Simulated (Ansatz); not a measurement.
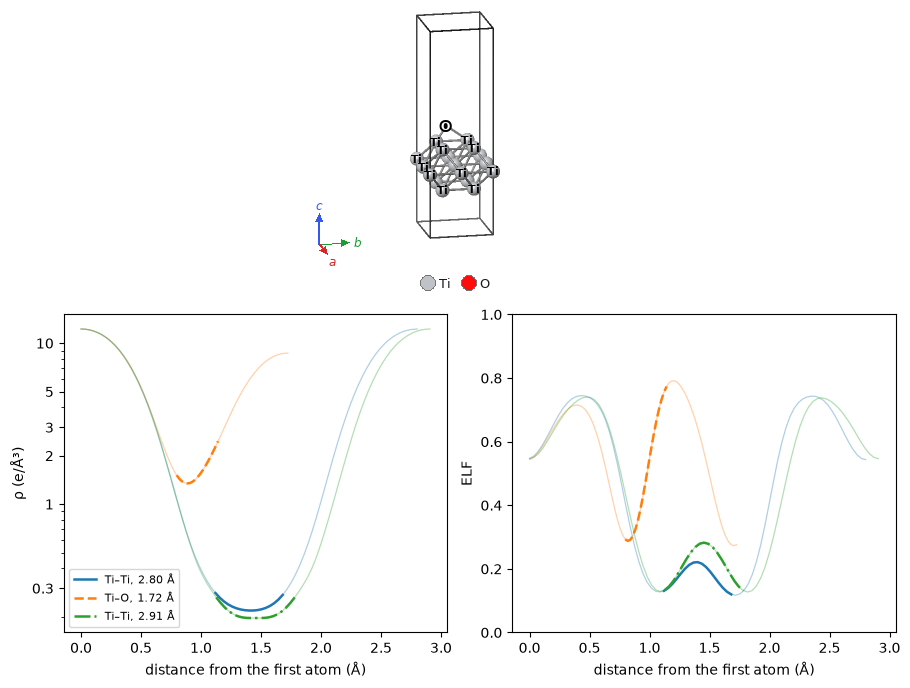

*Ti₁₂O (slab). Valence electron density and ELF along straight lines between neighbouring atoms. Thin, pale parts lie inside the atomic spheres. The structure is drawn too.*

A point of a scan over the structure, not its minimum; not relaxed (largest force 2.0 eV/Å); computed without spin polarisation; PAW files of the earlier set (soft_1).

Method: Ansatz, DFT PBE, scalar-relativistic, plane waves, PAW.

The density is the valence pseudo-density of a PAW calculation; it isn't the true density close to the nuclei.

What can be read from the curves?

Answer. Ti–Ti (2.80 Å): ρ at the midpoint is about 0.22 e/Å³; the ELF is about 0.20 at the midpoint; no localised pair shows between them.
Ti–O (1.72 Å): ρ at the midpoint is about 1.4 e/Å³; the ELF peaks at about 0.80 in the valence shell of O, 0.5 Å from its nucleus, and is about 0.30 at the midpoint.
Ti–Ti (2.91 Å): ρ at the midpoint is about 0.2 e/Å³; the ELF is about 0.30 at the midpoint (no shared electron pair shows on this line).
